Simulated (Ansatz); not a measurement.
## Run report: WSe$_{2}$, geometry relaxation (part 2 of 2)

Continued. System: WSe$_{2}$ (P-3m1, 6 atoms in the cell). Method: DFT LDA, scalar-relativistic, plane waves, PAW, no spin polarisation (Ansatz 0.2.0); cutoff 420 eV, 12×12×2 k-mesh, Gaussian smearing of 0.02 eV. The structure derives from a Materials Project entry.

Geometry of the input (Å; fractional positions):
```
3.3179  0.0000  0.0000
-1.6589  2.8733  0.0000
0.0000  0.0000  24.0685
W  0.6667  0.3333  0.1415
W  0.3333  0.6667  0.8585
Se 0.3333  0.6667  0.2106
Se 0.6667  0.3333  0.9276
Se 0.3333  0.6667  0.0724
Se 0.6667  0.3333  0.7894
```

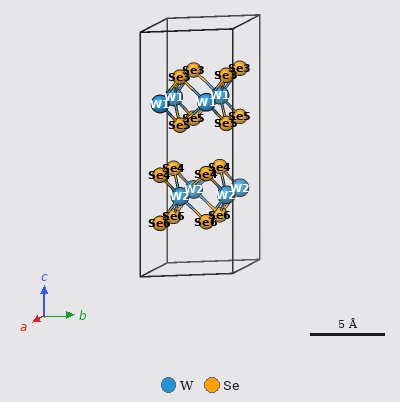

Figure 1. The geometry at step 3 of the log (ball-and-stick view of the 2 × 2 repeat of the cell, with the vacuum cut short, seen slightly off an axis; atoms are numbered from 1 in the order of the input).

## What the program printed, continued
```
SCF iter   1: F=—  HF=-41796.252964 eV  |F-HF|=—  |Δ(HF+E_count)|=         —  Δρ=3.79e-4  dr2=3.45e-4  ethr=3.83e-7  ⟨swp⟩=3.0  Hψ=9870  notcnv=0
preconditioner: auto → Resta (q_TF=auto, 2.367 Å⁻¹)  ε∞=3.8  [insulator: Δε(μ)=1.295 eV  Ē_g=9.031 eV  σ=0.020 eV  W_gap=1.00  n_scr=46 (ndim 8)  ℏωp=15.2 eV  f_vac=0.459  D(μ)=0.00/eV (n_scr^D=0)  ε∞_Penn≈3.8  vacuum switching on, ρ_ref=5.9e-3 e/Å³]
SCF iter   2: F=—  HF=-41796.252913 eV  |F-HF|=—  |Δ(HF+E_count)|=   5.05e-5  Δρ=1.92e-4  dr2=1.18e-4  ethr=3.75e-7  ⟨swp⟩=2.0  Hψ=2373  notcnv=0
SCF iter   3: F=—  HF=-41796.252904 eV  |F-HF|=—  |Δ(HF+E_count)|=   9.14e-6  Δρ=1.13e-4  dr2=6.34e-5  ethr=1.28e-7  ⟨swp⟩=2.0  Hψ=2418  notcnv=0
SCF iter   4: F=—  HF=-41796.252901 eV  |F-HF|=—  |Δ(HF+E_count)|=   2.91e-6  Δρ=2.30e-5  dr2=1.38e-6  ethr=6.89e-8  ⟨swp⟩=1.9  Hψ=2276  notcnv=0
SCF iter   5: F=—  HF=-41796.252920 eV  |F-HF|=—  |Δ(HF+E_count)|=   1.90e-5  Δρ=1.26e-5  dr2=7.64e-7  ethr=1.50e-9  ⟨swp⟩=2.3  Hψ=2915  notcnv=0
SCF iter   6: F=—  HF=-41796.252920 eV  |F-HF|=—  |Δ(HF+E_count)|=   6.57e-8  Δρ=2.78e-6  dr2=4.00e-8  ethr=8.30e-10  ⟨swp⟩=2.0  Hψ=2552  notcnv=0
SCF iter   7: F=-41796.252920 eV  HF=-41796.252920 eV  |F-HF|=8.00e-11  |Δ(HF+E_count)|=   9.55e-9  Δρ=8.40e-7  dr2=3.01e-9  ethr=4.13e-11  ⟨swp⟩=10.8  Hψ=14200  notcnv=0
SCF 5 converged in 7 iterations: F = -41796.252920 eV  dr2 = 3.01e-9
relax step   5: F+E_penalty+E_count = -41796.25292031 eV  Δ(F+E_penalty+E_count) = -9.733e-5 eV  max|allowed force component| = 1.775e-2 eV/Å  Δτ_max = 0.0093 Å  P = +0.039 GPa  Ω = 215.997 Å³  energy of the carried Pulay correction = +1.673e-3 eV  (7 SCF iters, dr2 threshold 3.80e-8 eV, accepted)
Crystal: 6 atoms, lattice volume = 215.944 Å³
iter 1 solved again at ethr=1.58e-8 eV; its pass at ethr=3.10e-3 eV (dr2=1.45e-5 eV) is discarded
SCF iter   1: F=—  HF=-41796.252965 eV  |F-HF|=—  |Δ(HF+E_count)|=         —  Δρ=7.75e-5  dr2=1.40e-5  ethr=1.58e-8  ⟨swp⟩=3.9  Hψ=9770  notcnv=0
preconditioner: auto → Resta (q_TF=auto, 2.367 Å⁻¹)  ε∞=3.8  [insulator: Δε(μ)=1.292 eV  Ē_g=9.031 eV  σ=0.020 eV  W_gap=1.00  n_scr=46 (ndim 8)  ℏωp=15.2 eV  f_vac=0.459  D(μ)=0.00/eV (n_scr^D=0)  ε∞_Penn≈3.8  vacuum switching on, ρ_ref=5.9e-3 e/Å³]
SCF iter   2: F=—  HF=-41796.252963 eV  |F-HF|=—  |Δ(HF+E_count)|=   2.33e-6  Δρ=3.60e-5  dr2=4.14e-6  ethr=1.52e-8  ⟨swp⟩=2.0  Hψ=2411  notcnv=0
SCF iter   3: F=—  HF=-41796.252962 eV  |F-HF|=—  |Δ(HF+E_count)|=   5.14e-7  Δρ=2.16e-5  dr2=1.21e-6  ethr=4.50e-9  ⟨swp⟩=2.0  Hψ=2458  notcnv=0
SCF iter   4: F=—  HF=-41796.252962 eV  |F-HF|=—  |Δ(HF+E_count)|=   1.48e-7  Δρ=5.21e-6  dr2=2.25e-7  ethr=1.32e-9  ⟨swp⟩=2.0  Hψ=2623  notcnv=0
SCF iter   5: F=—  HF=-41796.252962 eV  |F-HF|=—  |Δ(HF+E_count)|=   1.63e-8  Δρ=2.64e-6  dr2=2.13e-8  ethr=2.45e-10  ⟨swp⟩=2.0  Hψ=2330  notcnv=0
SCF iter   6: F=-41796.252962 eV  HF=-41796.252962 eV  |F-HF|=2.62e-10  |Δ(HF+E_count)|=   1.63e-9  Δρ=7.18e-7  dr2=1.61e-9  ethr=2.14e-11  ⟨swp⟩=10.1  Hψ=13215  notcnv=0
SCF 6 converged in 6 iterations: F = -41796.252962 eV  dr2 = 1.61e-9
relax step   6: F+E_penalty+E_count = -41796.25296184 eV  Δ(F+E_penalty+E_count) = -4.153e-5 eV  max|allowed force component| = 4.570e-4 eV/Å  Δτ_max = 0.0018 Å  P = +0.001 GPa  Ω = 215.944 Å³  energy of the carried Pulay correction = +1.680e-3 eV  (6 SCF iters, dr2 threshold 1.97e-8 eV, accepted)
Initial wavefunctions: pseudopotential atomic-orbital guess (no wavefunctions were taken with the density)
iter 1 solved again at ethr=8.08e-8 eV; its pass at ethr=3.10e-3 eV (dr2=7.43e-5 eV) is discarded
SCF iter   1: F=—  HF=-41796.251382 eV  |F-HF|=—  |Δ(HF+E_count)|=         —  Δρ=5.58e-5  dr2=9.48e-7  ethr=8.08e-8  ⟨swp⟩=5.0  Hψ=15787  notcnv=0
preconditioner: auto → Resta (q_TF=auto, 2.367 Å⁻¹)  ε∞=3.8  [insulator: Δε(μ)=1.293 eV  Ē_g=9.030 eV  σ=0.020 eV  W_gap=1.00  n_scr=46 (ndim 8)  ℏωp=15.2 eV  f_vac=0.459  D(μ)=0.00/eV (n_scr^D=0)  ε∞_Penn≈3.8  vacuum switching on, ρ_ref=5.9e-3 e/Å³]
SCF iter   2: F=—  HF=-41796.251285 eV  |F-HF|=—  |Δ(HF+E_count)|=   9.73e-5  Δρ=3.01e-5  dr2=3.89e-7  ethr=1.03e-9  ⟨swp⟩=2.4  Hψ=3905  notcnv=0
SCF iter   3: F=—  HF=-41796.251285 eV  |F-HF|=—  |Δ(HF+E_count)|=   4.85e-8  Δρ=1.06e-5  dr2=1.09e-7  ethr=4.23e-10  ⟨swp⟩=2.0  Hψ=2812  notcnv=0
SCF iter   4: F=—  HF=-41796.251285 eV  |F-HF|=—  |Δ(HF+E_count)|=   8.53e-9  Δρ=3.26e-6  dr2=3.42e-8  ethr=1.18e-10  ⟨swp⟩=2.6  Hψ=3407  notcnv=0
SCF iter   5: F=—  HF=-41796.251285 eV  |F-HF|=—  |Δ(HF+E_count)|=   4.89e-9  Δρ=5.63e-7  dr2=2.86e-10  ethr=3.72e-11  ⟨swp⟩=2.0  Hψ=2482  notcnv=0
SCF iter   6: F=-41796.251285 eV  HF=-41796.251285 eV  |F-HF|=8.73e-11  |Δ(HF+E_count)|=  7.28e-11  Δρ=7.11e-8  dr2=3.02e-11  ethr=1.00e-12  ⟨swp⟩=9.9  Hψ=12304  notcnv=0
SCF 7 converged in 6 iterations: F = -41796.251285 eV  dr2 = 3.02e-11
relax step   7: F+E_penalty+E_count = -41796.25128472 eV  Δ(F+E_penalty+E_count) = +1.677e-3 eV  max|allowed force component| = 7.124e-4 eV/Å  Δτ_max = 0.0000 Å  P = +0.000 GPa  Ω = 215.944 Å³  stress off target by 4.00e-4 GPa  SCF on the basis re-selected at this cell (its energy is not comparable with the rows above)  (6 SCF iters)
basis re-selected at this cell: Δ(F+E_penalty+E_count) = +1.677e-3 eV, ΔP = -0.000 GPa vs the last step (what re-selecting the basis moved, of the pressure what is left beyond the Pulay correction that the steps carried, after the strain that the cell walked since its last selection, with what the two solves' SCF thresholds leave and, on support functions, any second-order correction that the steps lacked; it is no measure of the basis error at this ecutwfc). The dense FFT grid was sized anew with the basis: this SCF ran on 24×24×160 points, the steps before it on 24×24×162, so part of this shift can come from that change (see relax.cell in the input reference). This SCF's stress stands 4.00e-4 GPa from its target on what of the cell is left free (relax.cell.stress_tol is 5.00e-2 GPa) and its largest allowed force component is 7.12e-4 eV/Å (relax.f_tol is 5.00e-3 eV/Å): within both
WARN: The output density's exchange-correlation potential varies sharply where the density is thin. Do not read a vacuum level from v_tot or v_xc, or from such a field of the output density. On a cell that repeats whose density bears no net charge and no dipole along the vacuum's axis use v_es (v_loc + v_h of the components); under efield.dipole_correction with no amplitude use v_es + v_field, which holds any external_charges[].barrier, or the levels of the report's work_function block, which leave it out; under a non-zero efield.amplitude the vacuum is tilted and has no level; on a cell that repeats and bears such a dipole with no correction it is tilted too, and efield.dipole_correction with no amplitude gives each side of its ramp a level where efield: is served; in a cell that repeats whose density bears a net charge (total_charge, or a fill off its count) it is curved and has none; of a slab under crystal.periodic whose density bears no net charge use v_es, which has a level on each side, short of where the two are joined; of another it falls or rises all the way out and has none; of a slab beside external_charges read slab_vacuum_level instead, which it has where they leave it neutral. The grid or the basis barely resolves most such structure, and the values can differ between equally converged runs; as a rule a tighter scf.convergence.dr2_threshold does not remove it. Where the density itself ripples (under the LDA too) a higher basis.ecutwfc lessens it. The files hold the spikes' plane waves up to the density's cutoff. Files: v_tot_of_output_density and the like, and their columns of v_z.tsv (output.write_potential); v_xc_of_output_density and the like, and their columns of v_comp_z.tsv (output.write_potential_components). Measured: with its Gaussian average of σ = 0.25 Å subtracted twice, the exchange-correlation potential is over 0.1 eV at 88 of the grid points where the equally averaged density (valence and model cores) is under 1e-3 e/Å³, and 0.199 eV at the most among them, at an averaged density of 1.9e-5 e/Å³. The input density's (outcome.potential() and, of a run that writes arrays, v_tot and v_xc) is over 0.1 eV, so measured, at 88 points of its own thin density, 0.199 eV at the most. See output.write_potential in the manual, Limitations
SCF converged after 6 iterations
Free energy (F): -41796.251285 eV
Harris-Foulkes:  -41796.251285 eV  (|F-HF|=8.73e-11)
Internal energy: -41796.251285 eV  (E = F + TS)
E sigma→0 (E₀):  -41796.251285 eV
Fermi energy:    5.381011 eV
--- Per-component energies (eV) ---
  E_band       = -2429.447679
  E_kinetic    = 1386.764610
  E_local      = -88613.034014  (includes V_loc(G=0)·N_el)
  E_nonlocal   = -2341.670343
  E_hartree    = 43712.064203
  E_xc         = -948.652896
  E_vxc        = -877.291265  (∫ρ·V_xc dr)
  E_paw        = -23928.269583  (= ΣΔE_a)
  E_vpaw       = 591.657763  (= ΣTr[D̂ρ^β])
  E_aug_tail   = -0.002596  (compensation charges beyond the density's cutoff)
  E_ewald      = 28927.113578
  E_core_change = 9.435755  (= ΣΔE_core)
  E_smearing   = -0.000000  (= −TS)
  E_closure    = -0.000000  (closes the sum)
  Σ components = -41796.251285   (vs F -41796.251285, Δ=0.00e0)
--- Forces (eV/Å), atoms counted from 1 ---
  atom   1  W     -0.00000000     0.00000000     0.00001351
  atom   2  W      0.00000000    -0.00000000    -0.00001351
  atom   3  Se     0.00000000    -0.00000000     0.00001915
  atom   4  Se    -0.00000000     0.00000000     0.00071237
  atom   5  Se     0.00000000    -0.00000000    -0.00071237
  atom   6  Se    -0.00000000     0.00000000    -0.00001915
  max |Σ_I F_I| component: 6.94e-18 eV/Å
--- Stress (GPa, compression-positive) ---
        0.000149       0.000000      -0.000000
       -0.000000       0.000149      -0.000000
       -0.000000      -0.000000       0.000400
  P = ⅓ Tr σ = 0.0002 GPa (0.002 kbar)
--- Band table (eV; the first three rows and the last of 38) ---
  k-point 0: bands = ["-69.2585", "-69.2585", "-43.0770", "-43.0770", "-43.0769", "-43.0769", "-43.0620", "-43.0620", "-43.0620", "-43.0620", "-43.0499", "-43.0499", "-43.0495", "-43.0495", "-43.0385", "-43.0381", "-43.0300", "-43.0300", "-43.0300", "-43.0300", "-43.0166", "-43.0166", "-33.5710", "-33.5710", "-33.3942", "-33.3942", "-33.3942", "-33.3942", "-10.5195", "-10.3688", "-9.2393", "-8.9978", "-2.1416", "-1.5159", "1.6726", "2.2207", "2.2207", "2.2299", "2.2299", "2.9382", "3.3988", "3.3988", "3.4297", "3.4297", "3.9608", "4.7350", "7.6695", "7.6695", "7.7150", "7.7150", "7.8515", "7.8515", "7.9560", "7.9560", "9.1421", "9.3500"]
  k-point 1: bands = ["-69.2585", "-69.2585", "-43.0770", "-43.0770", "-43.0769", "-43.0769", "-43.0620", "-43.0620", "-43.0620", "-43.0620", "-43.0499", "-43.0499", "-43.0495", "-43.0495", "-43.0385", "-43.0381", "-43.0300", "-43.0300", "-43.0300", "-43.0300", "-43.0166", "-43.0166", "-33.5710", "-33.5710", "-33.3942", "-33.3942", "-33.3942", "-33.3942", "-10.5195", "-10.3688", "-9.2393", "-8.9978", "-2.1416", "-1.5159", "1.6726", "2.2207", "2.2207", "2.2299", "2.2299", "2.9381", "3.3988", "3.3988", "3.4297", "3.4297", "3.9608", "4.7350", "7.6695", "7.6695", "7.7150", "7.7150", "7.8515", "7.8515", "7.9560", "7.9560", "9.1984", "9.2571"]
  k-point 2: bands = ["-69.2576", "-69.2576", "-43.0770", "-43.0769", "-43.0766", "-43.0766", "-43.0620", "-43.0620", "-43.0617", "-43.0617", "-43.0500", "-43.0499", "-43.0496", "-43.0495", "-43.0383", "-43.0379", "-43.0301", "-43.0301", "-43.0300", "-43.0300", "-43.0164", "-43.0164", "-33.5672", "-33.5671", "-33.4128", "-33.4128", "-33.3985", "-33.3985", "-10.4088", "-10.2583", "-9.1808", "-8.9456", "-2.0022", "-1.3761", "1.5346", "1.8947", "1.9106", "2.3282", "2.3415", "2.5346", "3.2102", "3.2450", "3.3818", "3.5612", "3.9720", "4.6176", "7.4091", "7.4432", "7.4506", "7.5258", "7.6569", "7.8093", "7.8844", "7.9273", "9.4568", "9.6172"]
  k-point 37: bands = ["-69.2443", "-69.2443", "-43.0745", "-43.0745", "-43.0737", "-43.0736", "-43.0595", "-43.0595", "-43.0587", "-43.0587", "-43.0518", "-43.0512", "-43.0508", "-43.0508", "-43.0355", "-43.0355", "-43.0318", "-43.0318", "-43.0312", "-43.0312", "-43.0138", "-43.0138", "-33.5989", "-33.5989", "-33.5677", "-33.5677", "-33.5057", "-33.5057", "-7.9793", "-7.9793", "-7.9130", "-7.9130", "-1.0624", "-0.9453", "-0.8424", "-0.8424", "0.0125", "0.1757", "0.7099", "0.7099", "1.2571", "1.2571", "2.2312", "2.2312", "4.4880", "4.6401", "6.3228", "6.3228", "7.0144", "7.7055", "8.1934", "8.1934", "9.6506", "9.6506", "10.7427", "10.7427"]
--- Relaxed structure (6 steps of the walk, 5 accepted, 1 SCFs on fresh bases) ---
  F+E_penalty+E_count = -41796.25128472 eV   max|allowed force component| = 7.124e-4 eV/Å   (the final SCF, on the basis selected at the relaxed cell)
  cell:  # Å, volume = 215.9443 Å³
    - [3.248635198309286, -2.2103736174994554e-33, 3.340023488912114e-33]
    - [-1.624317599154643, 2.8134006093641397, -4.1688934745118536e-18]
    - [-1.615289831249405e-32, -3.4920653575667584e-17, 23.627032233303716]
  atoms:
    - { symbol: W, position: [0.6666666666666666, 0.3333333333333333, 0.13547570074483065] }
    - { symbol: W, position: [0.3333333333333333, 0.6666666666666666, 0.8645242992551694] }
    - { symbol: Se, position: [0.3333333333333333, 0.6666666666666666, 0.20590248856159138] }
    - { symbol: Se, position: [0.6666666666666666, 0.3333333333333333, 0.9351060008582228] }
    - { symbol: Se, position: [0.3333333333333333, 0.6666666666666666, 0.06489399914177704] }
    - { symbol: Se, position: [0.6666666666666666, 0.3333333333333333, 0.7940975114384085] }
```

## Trajectory as extended XYZ (Å, eV, eV/Å), 7 frames, from step=1 to step=7
```
6
Lattice="3.3179 0.0000 0.0000 -1.6589 2.8733 0.0000 0.0000 0.0000 24.0685" Properties=species:S:1:pos:R:3:forces:R:3 step=1 energy=-41796.12631 pressure_GPa=-2.92
W     1.6589    0.9578    3.4066    0.0000   0.0000   0.0000
W     0.0000    1.9156   20.6619    0.0000   0.0000   0.0000
Se    0.0000    1.9156    5.0687    0.0000   0.0000  -0.4207
Se    1.6589    0.9578   22.3250    0.0000   0.0000  -0.3273
Se    0.0000    1.9156    1.7435    0.0000   0.0000   0.3273
Se    1.6589    0.9578   18.9998    0.0000   0.0000   0.4207
6
Lattice="3.1594 0.0000 0.0000 -1.5797 2.7362 0.0000 0.0000 0.0000 23.7826" Properties=species:S:1:pos:R:3:forces:R:3 step=2 energy=-41796.10637 pressure_GPa=3.23 accepted=F
W     1.5797    0.9121    3.2664    0.0000   0.0000  -0.0301
W     0.0000    1.8241   20.5163    0.0000   0.0000   0.0301
Se    0.0000    1.8241    4.9562    0.0000   0.0000   0.1789
Se    1.5797    0.9121   22.2111    0.0000   0.0000   0.1716
Se    0.0000    1.8241    1.5715    0.0000   0.0000  -0.1716
Se    1.5797    0.9121   18.8264    0.0000   0.0000  -0.1789
6
Lattice="3.2563 0.0000 0.0000 -1.6282 2.8201 0.0000 0.0000 0.0000 23.8229" Properties=species:S:1:pos:R:3:forces:R:3 step=3 energy=-41796.24310 pressure_GPa=-0.51
W     1.6282    0.9400    3.3033    0.0000   0.0000  -0.0149
W     0.0000    1.8801   20.5196    0.0000   0.0000   0.0149
Se    0.0000    1.8801    4.9687    0.0000   0.0000  -0.0785
Se    1.6282    0.9400   22.1881    0.0000   0.0000  -0.0268
Se    0.0000    1.8801    1.6349    0.0000   0.0000   0.0268
Se    1.6282    0.9400   18.8543    0.0000   0.0000   0.0785
6
Lattice="3.2458 0.0000 0.0000 -1.6229 2.8109 0.0000 0.0000 0.0000 23.5923" Properties=species:S:1:pos:R:3:forces:R:3 step=4 energy=-41796.25282 pressure_GPa=0.09
W     1.6229    0.9370    3.1924    0.0000   0.0000   0.0040
W     0.0000    1.8740   20.3999    0.0000   0.0000  -0.0040
Se    0.0000    1.8740    4.8575    0.0000   0.0000  -0.0003
Se    1.6229    0.9370   22.0686    0.0000   0.0000  -0.0055
Se    0.0000    1.8740    1.5237    0.0000   0.0000   0.0055
Se    1.6229    0.9370   18.7348    0.0000   0.0000   0.0003
6
Lattice="3.2489 0.0000 0.0000 -1.6244 2.8136 0.0000 0.0000 0.0000 23.6291" Properties=species:S:1:pos:R:3:forces:R:3 step=5 energy=-41796.25292 pressure_GPa=0.04
W     1.6244    0.9379    3.2018    0.0000   0.0000  -0.0008
W     0.0000    1.8757   20.4273    0.0000   0.0000   0.0008
Se    0.0000    1.8757    4.8648    0.0000   0.0000   0.0167
Se    1.6244    0.9379   22.0939    0.0000   0.0000   0.0177
Se    0.0000    1.8757    1.5352    0.0000   0.0000  -0.0177
Se    1.6244    0.9379   18.7643    0.0000   0.0000  -0.0167
6
Lattice="3.2486 0.0000 0.0000 -1.6243 2.8134 0.0000 0.0000 0.0000 23.6270" Properties=species:S:1:pos:R:3:forces:R:3 step=6 energy=-41796.25296 pressure_GPa=0.00
W     1.6243    0.9378    3.2009    0.0000   0.0000   0.0000
W     0.0000    1.8756   20.4261    0.0000   0.0000   0.0000
Se    0.0000    1.8756    4.8649    0.0000   0.0000   0.0001
Se    1.6243    0.9378   22.0938    0.0000   0.0000   0.0005
Se    0.0000    1.8756    1.5333    0.0000   0.0000  -0.0005
Se    1.6243    0.9378   18.7622    0.0000   0.0000  -0.0001
6
Lattice="3.2486 0.0000 0.0000 -1.6243 2.8134 0.0000 0.0000 0.0000 23.6270" Properties=species:S:1:pos:R:3:forces:R:3 step=7 energy=-41796.25128 pressure_GPa=0.00
W     1.6243    0.9378    3.2009    0.0000   0.0000   0.0000
W     0.0000    1.8756   20.4261    0.0000   0.0000   0.0000
Se    0.0000    1.8756    4.8649    0.0000   0.0000   0.0000
Se    1.6243    0.9378   22.0938    0.0000   0.0000   0.0007
Se    0.0000    1.8756    1.5333    0.0000   0.0000  -0.0007
Se    1.6243    0.9378   18.7622    0.0000   0.0000   0.0000
```

## Summary

```json
{"quantity": "outcome", "value": "converged"}
{"quantity": "space group (tolerance 0.01 Å)", "value": "P-3m1 (164)"}
{"quantity": "electrons treated", "value": "92"}
{"quantity": "free energy", "value": "−41796.2513 eV"}
{"quantity": "Fermi energy", "value": "5.381 eV"}
{"quantity": "gap on the k-point mesh", "value": "1.29 eV"}
{"quantity": "pressure", "value": "0.00 GPa"}
{"quantity": "final volume", "value": "215.94 Å³"}
{"quantity": "largest force (length of the vector) at the end", "value": "0.001 eV/Å"}
{"quantity": "final cell", "value": "a = 3.249 Å, b = 3.249 Å, c = 23.627 Å, α = 90.00°, β = 90.00°, γ = 120.00°"}
{"quantity": "hardware", "value": "2 threads of Intel Xeon (Granite Rapids), 32 GiB of memory available, shared host"}
{"quantity": "wall time", "value": "50 s (CPU time 99 s)"}
{"quantity": "peak memory", "value": "0.77 GiB"}
```

## Remarks

Warnings of the run: the exchange-correlation potential is rough where the density is thin. Spin–orbit coupling is left out, which matters for W.
